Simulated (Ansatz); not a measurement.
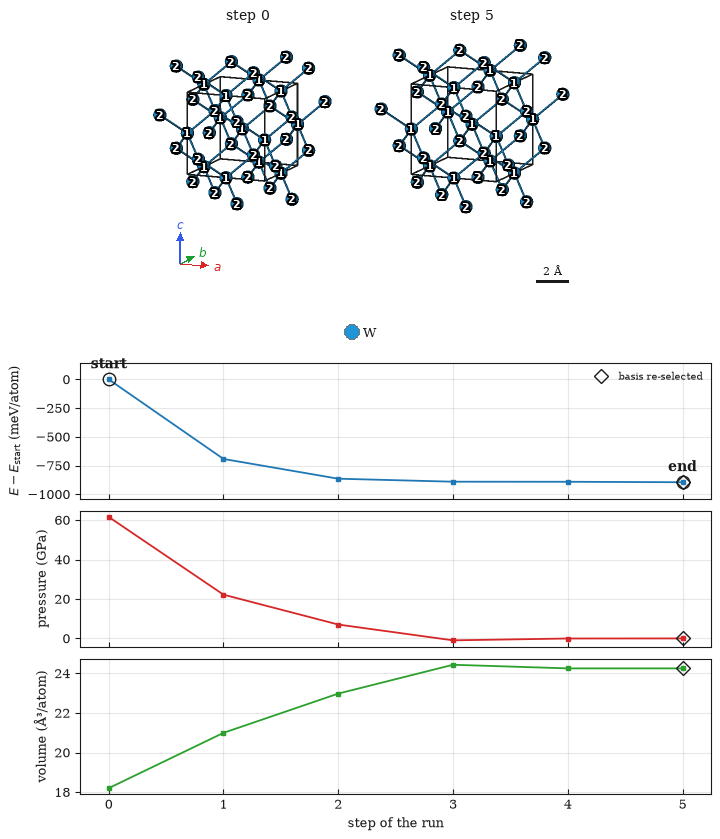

First and last geometry of a relaxation of a crystal of W (built on the diamond_227 type) (coarse preliminary run), with the history of the run. Style: ball-and-stick. Shown: the conventional cell (4 times the calculation's cell), slightly off an axis. Lengths and directions refer to the drawn axes.

Case: diamond type (Fd-3m, No. 227).

These are results of Ansatz, DFT r2SCAN, scalar-relativistic, plane waves, PAW, not measurements.

The input:
```yaml
crystal:
  lattice:
    - [0.0, 2.6305023253, 2.6305023253]
    - [2.6305023253, 0.0, 2.6305023253]
    - [2.6305023253, 2.6305023253, 0.0]
  atoms:
    - { symbol: W, position: [0.5, 0.5, 0.5] }
    - { symbol: W, position: [0.75, 0.75, 0.75] }
basis:
  ecutwfc: 500
kpoints:
  mp_grid: { grid: [6, 6, 6] }
hamiltonian:
  xc: r2scan
scf:
  occupations: { method: gaussian, width: 0.1 }
  lower_state_search: "off"
output:
  forces: true
  stress: true
  eigenvalues: true
relax:
  adjacent_minimum: "off"
  f_tol: 0.04
  max_steps: 70
  cell: { stress_tol: 0.4 }
```

Q: What do the curves and the structures tell?

A: It converged. The atoms keep their places relative to the cell (all moves are under 0.005 Å). Cell: a = b = c 5.261 → 5.789 Å (+10.0 %). Volume +33.2 %. Among the contacts that change: W1–W2 2.278 → 2.507 Å. The space group stays Fd-3m (No. 227). The energy falls by 895 meV per atom in 4 accepted moves (5 points after the start). All forces vanish by symmetry, so only the cell relaxes. Pressure: 61.57 GPa at the start and 0.02 GPa at the end. The SCF was repeated once at an unchanged geometry on a basis and grid sized afresh for the cell, which shifted the energy by 4.0 meV per atom at most.
